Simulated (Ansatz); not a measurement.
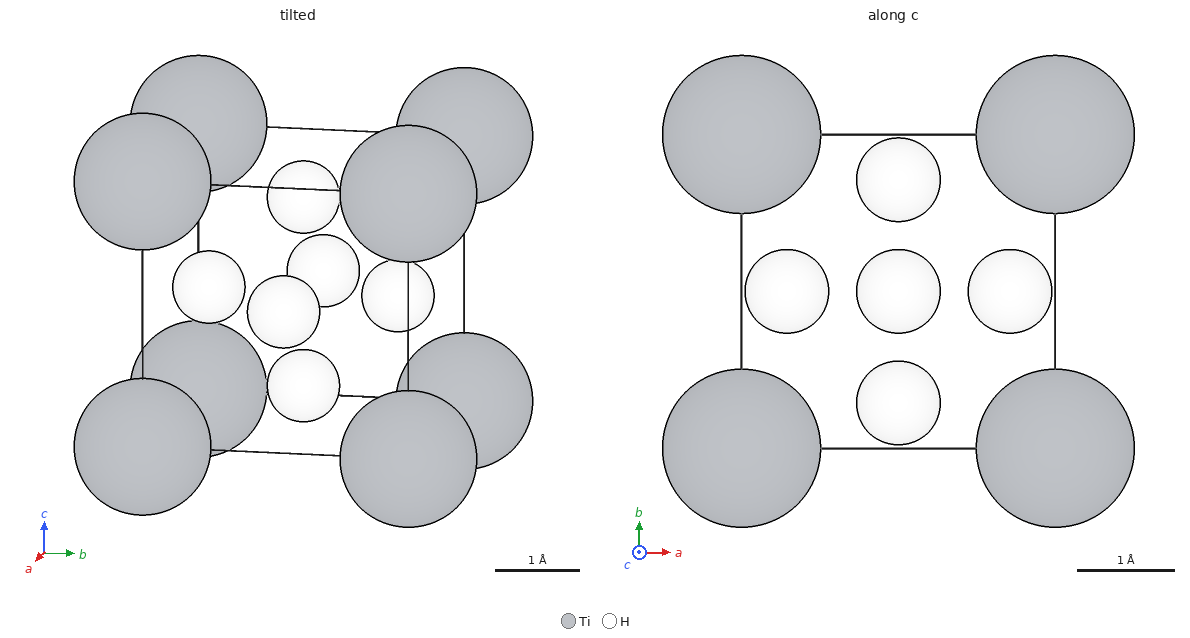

We look at a spheres-only model of the crystal slightly off an axis and along the c axis. The lines enclose the conventional unit cell; boundary atoms appear with their images. Cell: a = 3.26 Å, b = 3.26 Å, c = 3.26 Å, α = 90.00°, β = 90.00°, γ = 90.00°.

The cell started as a structure type filled with these elements by a generator (whether the compound takes this form wasn't checked). Earlier steps of the study may have refined or changed the cell and positions. A calculation with Ansatz used it as input.

Caption:

Answer. Formula: TiH₆. It belongs to space group Pm-3m (No. 221) and has a primitive cubic lattice. The cell comprises 1 formula unit: 1 Ti, 6 H. The Ti atoms are each bonded to 24 H at about 2.4 Å. Each H is bonded to four Ti at about 2.4 Å. Not all metal-metal contacts are counted.

Theory: DFT PBE, scalar-relativistic, plane waves, PAW in Ansatz. Numerical settings: E_cut = 420 eV, k-points on a 12×12×12 grid, Gaussian smearing of 0.1 eV, no spin polarisation.

Classify it as metallic or gapped, with the value.

Answer. A metal: bands cross the Fermi level.

How are the electrons shared out in a Bader analysis?

Answer. Ti +1.19 e; H -0.20 e.

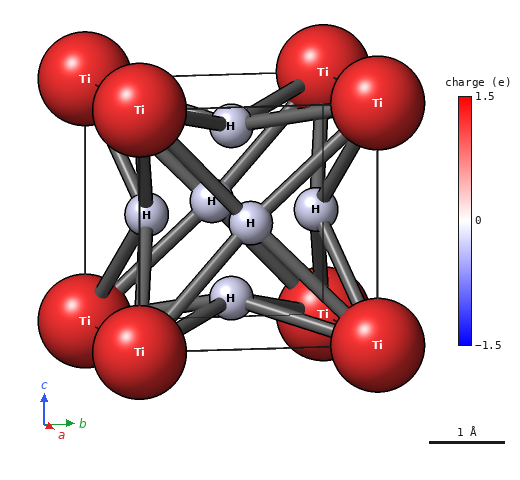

The atoms coloured by those charges. The run's cell of 7 atoms is drawn.

Is this an equilibrium geometry for the method given?

Answer. Yes. All forces vanish to within 0.01 eV/Å. The pressure is 0.0 GPa, close to zero.
